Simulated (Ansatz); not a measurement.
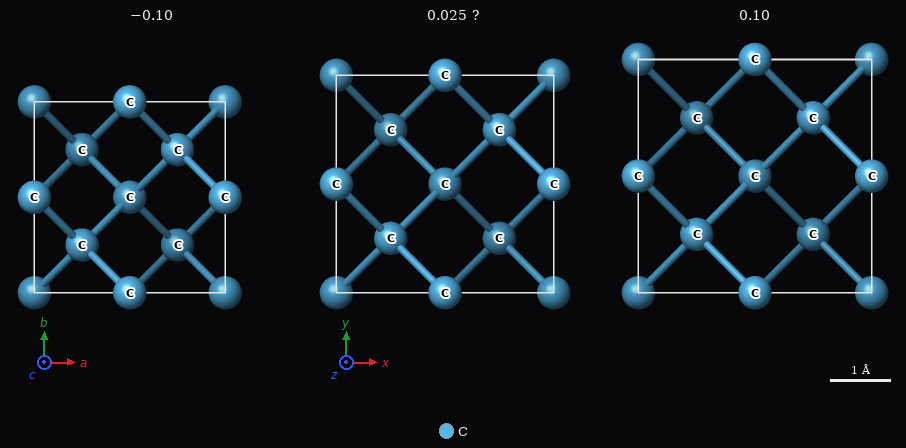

Energy scan for a crystal of C (Fd-3m), in which the cell is strained equally along x and y, with the atoms kept at their fractional coordinates. x, y and z are the Cartesian axes of the input. A ball-and-stick model of the conventional cell (4 times the calculation's cell), seen along the c axis. Lengths and directions refer to the drawn axes.

Theory: DFT PBE, scalar-relativistic, plane waves, PAW in Ansatz 0.2.0. Settings: plane-wave cutoff 420 eV; k-point mesh 12 × 12 × 12; occupations gaussian; smearing width 0.05 eV; no spin polarisation. Energies (free energies at the smearing named) are counted from the cell as listed in its source, which wasn't relaxed.

```json
{"strain": "−0.1000", "ΔE (meV/atom)": "530"}
{"strain": "−0.0750", "ΔE (meV/atom)": "286"}
{"strain": "−0.0500", "ΔE (meV/atom)": "123"}
{"strain": "−0.0250", "ΔE (meV/atom)": "31"}
{"strain": "0.0000", "ΔE (meV/atom)": "0"}
{"strain": "0.0250", "ΔE (meV/atom)": "?"}
{"strain": "0.0500", "ΔE (meV/atom)": "89"}
{"strain": "0.0750", "ΔE (meV/atom)": "194"}
{"strain": "0.0875", "ΔE (meV/atom)": "259"}
{"strain": "0.1000", "ΔE (meV/atom)": "331"}
```

> Estimate the missing energy from the other rows, and compare with the calculation.

A straight line between the two neighbours gives 44 meV/atom. A cubic through the four nearest rows (−0.0250, 0.0000, 0.0500, 0.0750) gives, with Lagrange weights, (−0.1667)(31) + (0.6667)(0) + (0.6667)(89) + (−0.1667)(194) = 22 meV/atom. The calculation gives 22 meV/atom, so the cubic is right to the digits shown and the straight line 22 meV/atom too high, as the curve bends upwards here.

The whole profile:

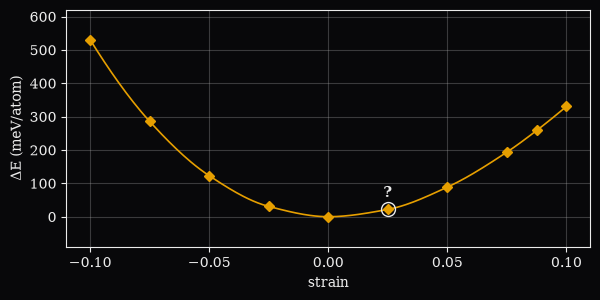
